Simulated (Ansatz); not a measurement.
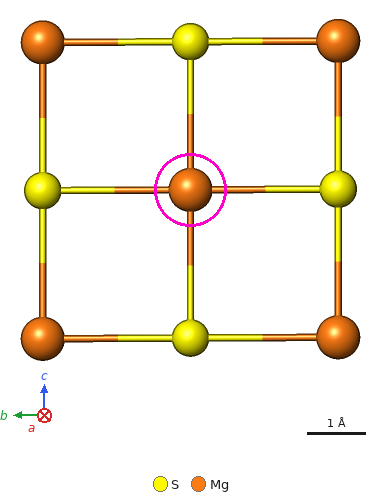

Perfect MgS. Style: ball-and-stick. Shown: the atoms within 4.6 Å of one point, in a slice 4.2 Å thick across the line of sight, from a free direction.

Theory: DFT, PBEsol, PAW, plane waves in Ansatz 0.2.0. Set-up: plane-wave cutoff 420 eV; k-point mesh 1 × 1 × 1; mesh shifted by (0.25, 0.25, 0.25); no spin polarisation. Fermi-Dirac smearing of 0.01 eV. A uniform background neutralises the charged cell. The axes drawn are those of the host's conventional cell.

A magnesium atom is taken out (a vacancy) at the ringed place, in charge state −2. The supercell has 64 sites, and the atoms are relaxed at the host's cell.

### Predict the relaxed surroundings of the defect.

Around the empty Mg site the host had 6 S at 2.59 Å; after relaxation the nearest atoms are 6 S at 2.69 to 2.70 Å. Of the host's atoms, a sulfur atom moves furthest from its site, by 0.10 Å.

The relaxed defect, seen from the same direction:

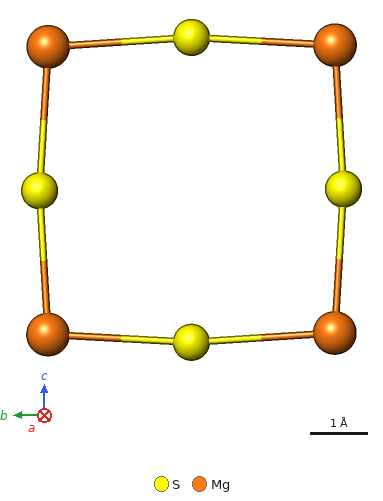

Limits of the set-up: the cell is charged, on a uniform background, and energies carry no finite-size correction.
